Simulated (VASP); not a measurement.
# BeS: exact exchange and RPA correlation

Wanted: where the RPA puts the energy minimum of BeS. The scan starts from a database cell, scaled to the smallest volume of the series. The cell is of the zinc-blende type, one of the forms listed for this formula. The start is a cell from a database of measured crystal structures.

Main program and level: VASP 6.6.1; PBE; plane waves and PAW (S_GW, Be_GW), in the first sound run; inputs show where later runs differ.

The database entry behind the starting cell differs from later determinations by our own check (0.1 to 0.3 % short, probably kX units), so it need not match the best structure at ambient conditions.

## Step 1: The starting structure

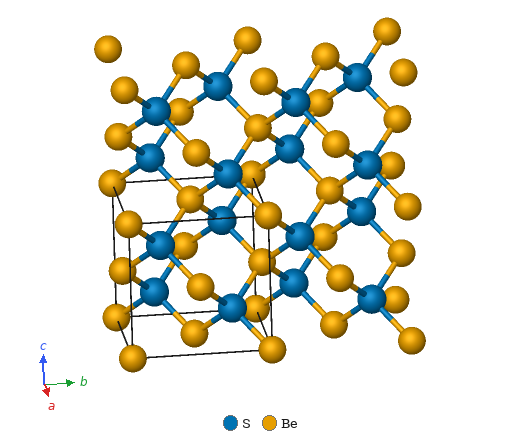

The cell as given, slightly off an axis (sulfur blue, beryllium orange). 1×2×2 cells are drawn. This picture shows the conventional cell, with its axes. Bonds to atoms that aren't drawn are left out. Some periodic images of atoms are drawn too.

Coordinates:

```xyz
2
Lattice="0.0000 2.3755 2.3755 2.3755 0.0000 2.3755 2.3755 2.3755 0.0000" Properties=species:S:1:pos:R:3 pbc="T T T"
S     3.5632    3.5632    3.5632
Be    0.0000    0.0000    0.0000
```

## Step 2: Orbitals, volume ratio 0.94

RPA gives no stress here, so the energy is scanned over volumes, at one cutoff and mesh. Volumes are given as ratios to a reference cell, and this first cell is that cell scaled to 0.94. Each point starts from PBE orbitals, tightly converged.

INCAR reads:

```
SYSTEM = BeS
PREC = Accurate
ENCUT = 350
EDIFF = 1E-08
NELM = 100
ISMEAR = 0
SIGMA = 0.05
LREAL = .FALSE.
ALGO = Normal
GGA = PE
NBANDS = 10
LORBIT = 11
LWAVE = .TRUE.
LCHARG = .FALSE.
KPAR = 8
```

POSCAR reads:

```
BeS
1.0
    0.0000000000      2.3754963136      2.3754963136
    2.3754963136      0.0000000000      2.3754963136
    2.3754963136      2.3754963136      0.0000000000
S Be
1 1
Direct
    0.7500000000      0.7500000000      0.7500000000
    0.0000000000      0.0000000000      0.0000000000
```

KPOINTS reads:

```
Automatic mesh
0
Gamma
4 4 4
0 0 0
```

PAW data sets: S_GW and Be_GW (PBE family, release 64).

Run with:

```sh
mpirun -np 8 vasp_std
```

The log of the run:

```text
[banner, memory and clock lines left out]
running    8 mpi-ranks, on    1 nodes
 distrk:  each k-point on    1 cores,    8 groups
 distr:  one band on    1 cores,    1 groups

 POSCAR found type information on POSCAR S Be
 POSCAR found :  2 types and       2 ions
|                                                                             |
|           W    W    AA    RRRRR   N    N  II  N    N   GGGG   !!!           |
|           W    W   A  A   R    R  NN   N  II  NN   N  G    G  !!!           |
|           W    W  A    A  R    R  N N  N  II  N N  N  G       !!!           |
|           W WW W  AAAAAA  RRRRR   N  N N  II  N  N N  G  GGG   !            |
|           WW  WW  A    A  R   R   N   NN  II  N   NN  G    G                |
|           W    W  A    A  R    R  N    N  II  N    N   GGGG   !!!           |
|                                                                             |
|     For optimal performance we recommend to set                             |
|       NCORE = 2 up to number-of-cores-per-socket                            |
|     NCORE specifies how many cores store one orbital (NPAR=cpu/NCORE).      |
|     This setting can greatly improve the performance of VASP for DFT.       |
|     The default, NCORE=1 might be grossly inefficient on modern             |
|     multi-core architectures or massively parallel machines. Do your        |
|     Unfortunately you need to use the default for GW and RPA                |
|     calculations (for HF NCORE is supported but not extensively tested      |
|     yet).                                                                   |
|                                                                             |

 LDA part: xc-table for (Slater+PW92), standard interpolation
 POSCAR, INCAR and KPOINTS ok, starting setup
 FFT: planning ... GRIDC
 FFT: planning ... GRID_SOFT
 FFT: planning ... GRID
 WAVECAR not read
 entering main loop
       N       E                     dE             d eps       ncg     rms          rms(c)
DAV:   1     0.113432552039E+02    0.11343E+02   -0.35188E+03   160   0.561E+02
DAV:   2    -0.953971290829E+01   -0.20883E+02   -0.20453E+02   244   0.929E+01
DAV:   3    -0.100498447569E+02   -0.51013E+00   -0.50963E+00   204   0.159E+01
DAV:   4    -0.100554966824E+02   -0.56519E-02   -0.56512E-02   238   0.188E+00
DAV:   5    -0.100555411569E+02   -0.44474E-04   -0.44474E-04   200   0.144E-01    0.281E+00
DAV:   6    -0.988878606443E+01    0.16676E+00   -0.12480E-01   184   0.189E+00    0.161E+00
DAV:   7    -0.983344418519E+01    0.55342E-01   -0.13361E-01   188   0.205E+00    0.249E-01
DAV:   8    -0.983511146103E+01   -0.16673E-02   -0.59662E-03   226   0.473E-01    0.873E-02
DAV:   9    -0.983550344754E+01   -0.39199E-03   -0.62319E-04   196   0.173E-01    0.130E-02
DAV:  10    -0.983550989807E+01   -0.64505E-05   -0.35256E-05   222   0.377E-02    0.616E-03
DAV:  11    -0.983551395997E+01   -0.40619E-05   -0.70019E-06   178   0.177E-02    0.102E-03
DAV:  12    -0.983551379431E+01    0.16566E-06   -0.19213E-07   208   0.276E-03    0.317E-04
DAV:  13    -0.983551377202E+01    0.22292E-07   -0.15393E-08   174   0.956E-04    0.509E-05
DAV:  14    -0.983551376400E+01    0.80196E-08   -0.69136E-10   114   0.181E-04
   1 F= -.98355138E+01 E0= -.98355138E+01  d E =-.438574E-13
 writing wavefunctions
```

Elapsed: 1.2 s, on 8 MPI ranks of Intel Xeon 6975P-C (Granite Rapids), shared host; peak memory 0.86 GiB.

Lines that name or quote the potential files are left out of all logs, and their timing lines are given in words.

Parts of OUTCAR (step 2):

```text
ion  position               nearest neighbor table
   1  0.750  0.750  0.750-   2 2.06   2 2.06   2 2.06   2 2.06
   2  0.000  0.000  0.000-   1 2.06   1 2.06   1 2.06   1 2.06

  LATTYP: Found a face centered cubic cell.
 ALAT       =     4.7509926272

 Subroutine GETGRP returns: Found 24 space group operations
 (whereof 24 operations were pure point group operations)

The static configuration has the point symmetry T_d .

 Found      8 irreducible k-points:

   k-points           NKPTS =      8   k-points in BZ     NKDIM =      8   number of bands    NBANDS=     10

   dimension x,y,z NGX =    20 NGY =   20 NGZ =   20
   dimension x,y,z NGXF=    40 NGYF=   40 NGZF=   40

   ENCUT  =  350.0 eV  25.72 Ry    5.07 a.u.   5.12  5.12  5.12*2*pi/ulx,y,z

   NELECT =       8.0000    total number of electrons

 k-points in reciprocal lattice and weights: Automatic mesh
   0.00000000  0.00000000  0.00000000       0.016
   0.25000000  0.00000000  0.00000000       0.125
   0.50000000  0.00000000  0.00000000       0.062
   0.25000000  0.25000000  0.00000000       0.094
   0.50000000  0.25000000  0.00000000       0.375
  -0.25000000  0.25000000  0.00000000       0.188
   0.50000000  0.50000000  0.00000000       0.047
  -0.25000000  0.50000000  0.25000000       0.094

 average (electrostatic) potential at core
       1 -89.2954       2 -23.5878

 E-fermi :   4.6996

 k-point     1 :       0.0000    0.0000    0.0000
  band No.  band energies     occupation
      1      -9.6820      2.00000
      2       4.4540      2.00000
      3       4.4540      2.00000
      4       4.4540      2.00000
      5      10.0522      0.00000
      6      10.0522      0.00000
      7      10.0522      0.00000
      8      10.8685      0.00000
      9      17.2058      0.00000
    ...

 k-point     2 :       0.2500    0.0000    0.0000
  band No.  band energies     occupation
      1      -8.9544      2.00000
      2       0.9278      2.00000
      3       3.7980      2.00000
      4       3.7980      2.00000
      5      10.1626      0.00000
      6      11.0080      0.00000
      7      11.0080      0.00000
      8      14.1919      0.00000
      9      16.3121      0.00000
    ...

 k-point     3 :       0.5000    0.0000    0.0000
  band No.  band energies     occupation
      1      -7.8908      2.00000
      2      -1.7624      2.00000
      3       3.3276      2.00000
      4       3.3276      2.00000
      5      10.1285      0.00000
      6      10.9524      0.00000
      7      10.9524      0.00000
      8      15.9395      0.00000
      9      19.4385      0.00000
    ...

  Total        1.5493973      1.5493973      1.5493973      0.0000000      0.0000000      0.0000000
  in kB       92.5934567     92.5934567     92.5934567      0.0000000      0.0000000      0.0000000
  external PRESSURE =      92.5934567 kB  Pullay stress =       0.0000000 kB

  energy-cutoff  :      350.00
  volume of cell :       26.81
      direct lattice vectors                 reciprocal lattice vectors
     0.000000000  2.375496314  2.375496314    -0.210482330  0.210482330  0.210482330
     2.375496314  0.000000000  2.375496314     0.210482330 -0.210482330  0.210482330
     2.375496314  2.375496314  0.000000000     0.210482330  0.210482330 -0.210482330

 POSITION                                       TOTAL-FORCE (eV/Angst)
 -----------------------------------------------------------------------------------
      3.56324      3.56324      3.56324        -0.000000     -0.000000     -0.000000
      0.00000      0.00000      0.00000         0.000000      0.000000      0.000000
 -----------------------------------------------------------------------------------
    total drift:                               -0.000000     -0.000000      0.000000

  FREE ENERGIE OF THE ION-ELECTRON SYSTEM (eV)
  ---------------------------------------------------
  free  energy   TOTEN  =        -9.8355137640 eV

  energy  without entropy=       -9.8355137640  energy(sigma->0) =       -9.83551376

 total charge
# of ion       s       p       d       tot
------------------------------------------
    1        1.281   2.531   0.037   3.850
    2        0.394   0.707   0.019   1.120
--------------------------------------------------
tot          1.675   3.239   0.056   4.970

[... 3 further parts left out ...]
```

The gap is read on the k-mesh alone, so it is an upper bound where the band edges lie off the mesh.

A gap read on the k-mesh alone can miss the band edges.

Numbers from this step:

```yaml
free_energy_toten: -9.836 eV
fermi_energy: 4.700 eV
pressure: 9.259 GPa
gap_on_the_k_mesh: 2.945 eV
least_direct_gap_on_the_k_mesh: 5.598 eV
```

## Step 3: Exact exchange, volume ratio 0.94

This step: Hartree-Fock energy on PBE orbitals; plane waves and PAW (S_GW, Be_GW) (VASP 6.6.1).

The Hartree-Fock energy is evaluated once on these orbitals (ALGO = Eigenval, NELM = 1), without letting them relax. It uses the mesh of the correlation step, and the total energy is their sum.

INCAR reads:

```
SYSTEM = BeS
PREC = Accurate
ENCUT = 350
ISMEAR = 0
SIGMA = 0.05
LREAL = .FALSE.
GGA = PE
NBANDS = 10
ALGO = Eigenval
NELM = 1
LHFCALC = .TRUE.
AEXX = 1
ALDAC = 0
AGGAC = 0
PRECFOCK = Normal
LWAVE = .FALSE.
LCHARG = .FALSE.
```

POSCAR is that of step 2.

KPOINTS is that of step 2.

The run starts from files that an earlier step left in the folder.

Run with:

```sh
mpirun -np 8 vasp_std
```

The log of the run:

```text
[banner, memory and clock lines left out]
running    8 mpi-ranks, on    1 nodes
 distrk:  each k-point on    8 cores,    1 groups
 distr:  one band on    1 cores,    8 groups

 POSCAR found type information on POSCAR S Be
 POSCAR found :  2 types and       2 ions
 [... a notice as in an earlier step ...]

 LDA part: xc-table for (Slater+PW92), standard interpolation
|                                                                             |
|           W    W    AA    RRRRR   N    N  II  N    N   GGGG   !!!           |
|           W    W   A  A   R    R  NN   N  II  NN   N  G    G  !!!           |
|           W    W  A    A  R    R  N N  N  II  N N  N  G       !!!           |
|           W WW W  AAAAAA  RRRRR   N  N N  II  N  N N  G  GGG   !            |
|           WW  WW  A    A  R   R   N   NN  II  N   NN  G    G                |
|           W    W  A    A  R    R  N    N  II  N    N   GGGG   !!!           |
|                                                                             |
|     The number of bands has been changed from the values supplied in        |
|     The orbitals not found in the WAVECAR file will be initialized with     |
|     random numbers, which is usually adequate. For correlated               |
|     calculations, however, you should redo the groundstate calculation.     |
|     I found NBANDS = 10. Now, NBANDS = 16.                                  |
|                                                                             |

 found WAVECAR, reading the header
  number of bands has changed, file:    10 present:    16
  trying to continue reading WAVECAR, but it might fail
 POSCAR, INCAR and KPOINTS ok, starting setup
 FFT: planning ... GRIDC
 FFT: planning ... GRID_SOFT
 FFT: planning ... GRID
 reading WAVECAR
 random initialization beyond band           10
 the WAVECAR file was read successfully
 initial charge from wavefunction
 entering main loop
       N       E                     dE             d eps       ncg     rms          rms(c)
EIG:   1    -0.154583614984E+02   -0.15458E+02    0.00000E+00     0   0.000E+00
   1 F= -.15458361E+02 E0= -.15458361E+02  d E =-.117803E-17
```

Wall time 1.8 s (8 MPI ranks); peak memory 0.76 GiB; 9.4 s of CPU time.

OUTCAR, selected parts (step 3):

```text
The static configuration has the point symmetry T_d .

 Found      8 irreducible k-points:

   k-points           NKPTS =      8   k-points in BZ     NKDIM =     64   number of bands    NBANDS=     16

   NELECT =       8.0000    total number of electrons

  exchange ACFDT corr.  =         0.00000000  see jH, gK, PRB 81, 115126

 E-fermi :   4.7483

 k-point     1 :       0.0000    0.0000    0.0000
  band No.  band energies     occupation
      1     -18.3240      2.00000
      2       1.5694      2.00000
      3       1.5694      2.00000
      4       1.5694      2.00000
      5      15.4054      0.00000
      6      15.4054      0.00000
      7      15.4054      0.00000
      8      16.2353      0.00000
      9      23.8113      0.00000
    ...

 k-point     2 :       0.2500    0.0000    0.0000
  band No.  band energies     occupation
      1     -17.3173      2.00000
      2      -3.1379      2.00000
      3       0.7416      2.00000
      4       0.7416      2.00000
      5      15.3719      0.00000
      6      16.5828      0.00000
      7      16.5828      0.00000
      8      20.3580      0.00000
      9      22.6040      0.00000
    ...

 POSITION                                       TOTAL-FORCE (eV/Angst)
 -----------------------------------------------------------------------------------
      3.56324      3.56324      3.56324         0.000000      0.000000      0.000000
      0.00000      0.00000      0.00000        -0.000000     -0.000000     -0.000000
 -----------------------------------------------------------------------------------
    total drift:                                0.000000      0.000000      0.000000

  FREE ENERGIE OF THE ION-ELECTRON SYSTEM (eV)
  ---------------------------------------------------
  free  energy   TOTEN  =       -15.4583614984 eV

  energy  without entropy=      -15.4583614984  energy(sigma->0) =      -15.45836150

[... 7 parts as in an earlier step ...]

[... 5 further parts left out ...]
```

The k-mesh is coarse for unscreened exact exchange, which converges slowly with it.

This step gave:

```yaml
free_energy_toten: -15.46 eV
```

The Hartree-Fock energy on these orbitals is -7.7292 eV an atom.

## Step 4: Empty bands, volume ratio 0.94

This step: PBE; plane waves and PAW (S_GW, Be_GW) (VASP 6.6.1).

The next step needs empty bands that the ground-state run didn't converge, so the Hamiltonian is diagonalised exactly for NBANDS bands, in a single step. LOPTICS writes the k-derivatives of the orbitals (WAVEDER), which give the long-wavelength limit of the screening.

INCAR reads:

```
SYSTEM = BeS
PREC = Accurate
ENCUT = 350
ISMEAR = 0
SIGMA = 0.05
LREAL = .FALSE.
GGA = PE
NBANDS = 408
ALGO = Exact
NELM = 1
LWAVE = .TRUE.
LCHARG = .FALSE.
LOPTICS = .TRUE.
NEDOS = 1000
CSHIFT = 0.1
```

POSCAR is that of step 3.

KPOINTS is that of step 3.

Run with:

```sh
mpirun -np 8 vasp_std
```

The log of the run:

```text
[banner, memory and clock lines left out]
running    8 mpi-ranks, on    1 nodes
 distrk:  each k-point on    8 cores,    1 groups
 distr:  one band on    1 cores,    8 groups

 POSCAR found type information on POSCAR S Be
 POSCAR found :  2 types and       2 ions
 [... a notice as in an earlier step ...]

 LDA part: xc-table for (Slater+PW92), standard interpolation
 found WAVECAR, reading the header
  number of bands has changed, file:    10 present:   408
  trying to continue reading WAVECAR, but it might fail
 POSCAR, INCAR and KPOINTS ok, starting setup
 FFT: planning ... GRIDC
 FFT: planning ... GRID_SOFT
 FFT: planning ... GRID
 reading WAVECAR
 random initialization beyond band           10
 the WAVECAR file was read successfully
 initial charge from wavefunction
 entering main loop
       N       E                     dE             d eps       ncg     rms          rms(c)
DIA:   1    -0.983551376771E+01   -0.98355E+01    0.00000E+00     0   0.000E+00
   1 F= -.98355138E+01 E0= -.98355138E+01  d E =-.407906E-54
 writing wavefunctions
 optical routines
 imaginary and real dielectric function
 recalculating local potential from charge density
 direction            1
 direction            2
 direction            3
```

Run time: 1.4 s. Hardware: 8 MPI ranks; peak memory 0.86 GiB; 6.5 s of CPU time.

Parts of OUTCAR (step 4):

```text
The static configuration has the point symmetry T_d .

 Found      8 irreducible k-points:

   k-points           NKPTS =      8   k-points in BZ     NKDIM =      8   number of bands    NBANDS=    408

   NELECT =       8.0000    total number of electrons

 E-fermi :   4.9985

  Total        1.5494037      1.5494037      1.5494037      0.0000000     -0.0000000     -0.0000000
  in kB       92.5938381     92.5938381     92.5938381      0.0000000     -0.0000000     -0.0000000
  external PRESSURE =      92.5938381 kB  Pullay stress =       0.0000000 kB

  FREE ENERGIE OF THE ION-ELECTRON SYSTEM (eV)
  ---------------------------------------------------
  free  energy   TOTEN  =        -9.8355137677 eV

  energy  without entropy=       -9.8355137677  energy(sigma->0) =       -9.83551377

 plasma frequency squared (from intraband transitions) (eV^2)
  --------------------------------------------------------------------------------------
       0.000       0.000      -0.000
      -0.000       0.000       0.000
       0.000       0.000       0.000

[... 15 parts as in an earlier step ...]
```

WAVECAR now holds 408 bands for 8 electrons. Its independent-particle dielectric tensor has xx, yy, zz = 6.9, 6.9, 6.9 on this mesh, which isn't tested for convergence in mesh or bands and lacks local fields.

(Continued in part 2 of 6.)

[Lines on the potential files, build, host, timing and source positions are cut from VASP's logs without a mark.]

[Logs are printed without paths, hosts, clocks, repeated set-up lines and the standing remarks that a program may print on its own settings, such as how far it seeks lower states.]

[Hosts, paths, dates, database ids (printed as entryN), source tags and the programs' standing remarks are cut or masked in the printed files.]

[Pressures printed for these runs are not shown converged in the cutoff: they can be off by several GPa and have the wrong sign.]
